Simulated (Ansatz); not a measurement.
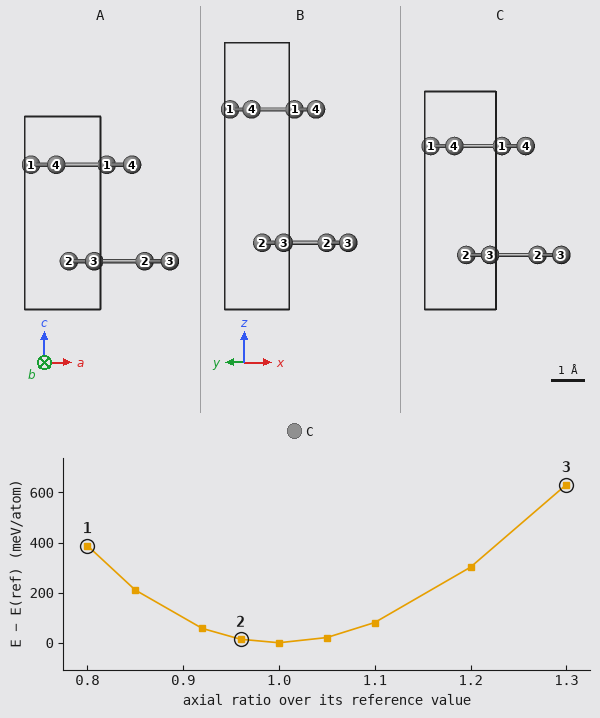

A scan of crystalline C (Fmmm): the ratio of the cell's length along z to its lengths across, counted as 1 for the reference, is changed at fixed volume (a c/a path), with the atoms kept at their fractional coordinates. x, y and z are the Cartesian axes of the input. The frames are shuffled; the numbered points of the plot belong to them. Style: ball-and-stick. Shown: the cell of the calculation, repeated 1 × 1 × 1 with one cell outlined, repeated 2 × 2 × 1 with one cell outlined, along the b axis.

Level of theory: DFT PBE+D3(BJ), scalar-relativistic, plane waves, PAW in Ansatz 0.2.0. Settings: plane-wave cutoff 420 eV; k-point mesh 24 × 24 × 8; occupations gaussian; smearing width 0.15 eV; no spin polarisation. Energies (free energies at the smearing named) are counted from the relaxed crystal.

> Match the frames to the points.

Point 1 is frame A (the relative ratio 0.80, 388 meV/atom); 2 is frame C (the relative ratio 0.96, 14 meV/atom); 3 is frame B (the relative ratio 1.30, 632 meV/atom). Of the computed points the lowest is at the relative ratio 1.00, 0 meV/atom. The end points stand at 388 meV/atom (0.80) and 632 meV/atom (1.30). The distortion keeps the space group Fmmm. At the relative ratio 1.30 the cell of the drawing goes a 2.465 → 2.258 Å, b 2.465 → 2.258 Å, c 6.799 → 8.099 Å.
